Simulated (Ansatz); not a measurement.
Al (slab)

```xyz
15
Lattice="4.0626 0.0000 0.0000 -2.0313 10.5549 0.0000 0.0000 0.0000 28.9274" Properties=species:S:1:pos:R:3 pbc="T T T"
Al   -0.0388    7.0627   17.5187
Al   -0.0505    2.8108   17.4568
Al    1.9852    4.8467   17.5005
Al    1.9899    9.2777   17.5104
Al    1.9767    0.7812   17.3643
Al    1.9901    7.0847   19.3666
Al    1.9904    2.8191   19.4612
Al   -0.0457    4.9217   19.3918
Al   -0.0396    9.2327   19.3929
Al   -0.0393    0.7371   19.4543
Al   -0.0472    7.0836   21.3609
Al   -0.0351    2.8659   21.4283
Al    1.9832    4.9808   21.3745
Al    1.9952    9.1327   21.3852
Al    1.9995    0.7357   21.4234
```

Not relaxed (largest force 0.4 eV/Å); computed without spin polarisation.

Level of theory: DFT PBE, scalar-relativistic, plane waves, PAW (Ansatz).

### What will maps of the valence pseudo-density and electron localisation function show?

Al–Al (2.78 Å): ρ at the midpoint is about 0.22 e/Å³; the ELF peaks at about 0.65 between the atoms.
Al–Al (2.84 Å): the density is about 0.2 e/Å³ at the midpoint; the ELF peaks at about 0.65 between the atoms.

### Metal or insulator at this level of theory?

It is metallic or semimetallic at this level of theory: no gap opens.

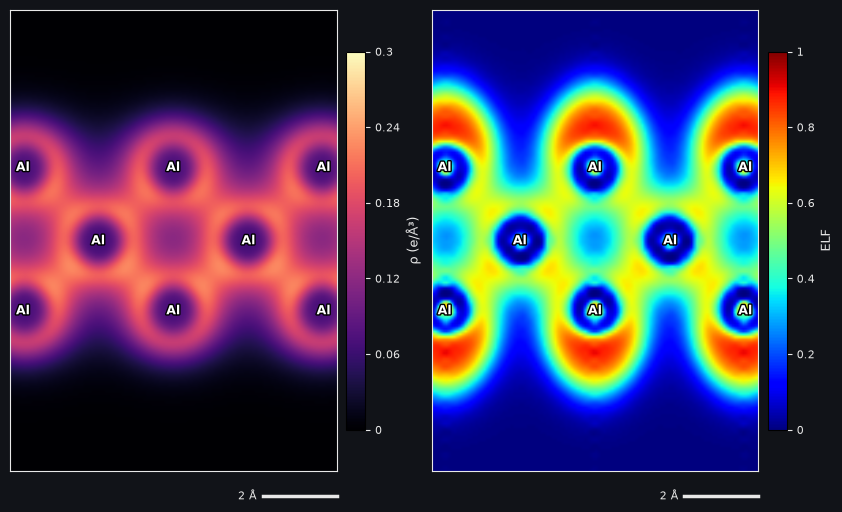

Computed valence pseudo-density and electron localisation function on the (010) plane of the calculation cell, a cut from vacuum to vacuum, in this order. 

In a PAW calculation such maps are meaningful between the atoms, not at the nuclei.
